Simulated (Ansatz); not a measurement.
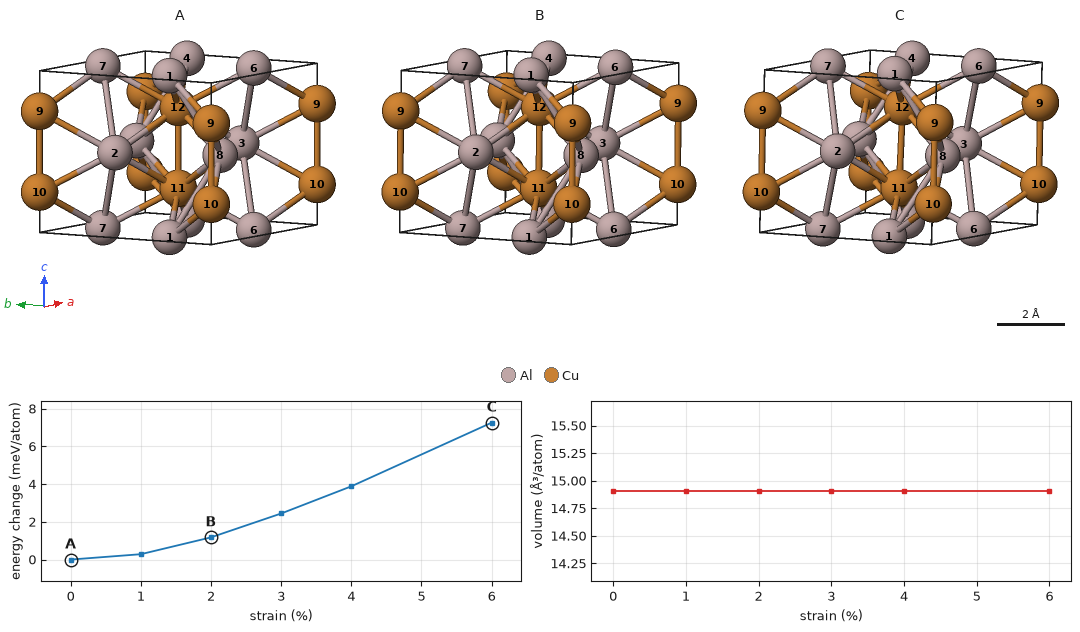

Members of a series of calculations on solid Al2Cu (set up in I4/mcm), marked on the first curve. A ball-and-stick model of the cell of the calculation, seen from a free direction.

Method: Ansatz 0.2.0, DFT PBE, scalar-relativistic, plane waves, PAW. Settings: plane-wave cutoff 420 eV; k-point mesh 6 × 6 × 8; occupations gaussian; smearing width 0.1 eV; no spin polarisation.

**Describe the series.**

Shear of c along a, cell held, atoms relaxed. A (strain 0.0 %): energy change 0.0 meV/atom, volume 14.91 Å³ per atom. B (strain 2.0 %): energy change 1.2 meV/atom, volume 14.91 Å³ per atom. C (strain 6.0 %): energy change 7.3 meV/atom, volume 14.91 Å³ per atom. The rest compares A with C. The drawn cell changes at constant volume: a = b unchanged at 6.052 Å, c 4.883 → 4.892 Å (+0.2 %), β 90.0° → 86.6°. Near-neighbour distances before and after: Al–Cu 2.585 → 2.536 to 2.635 Å, Al–Al 2.899 → 2.904 Å, Cu–Cu 2.441 → 2.446 Å.
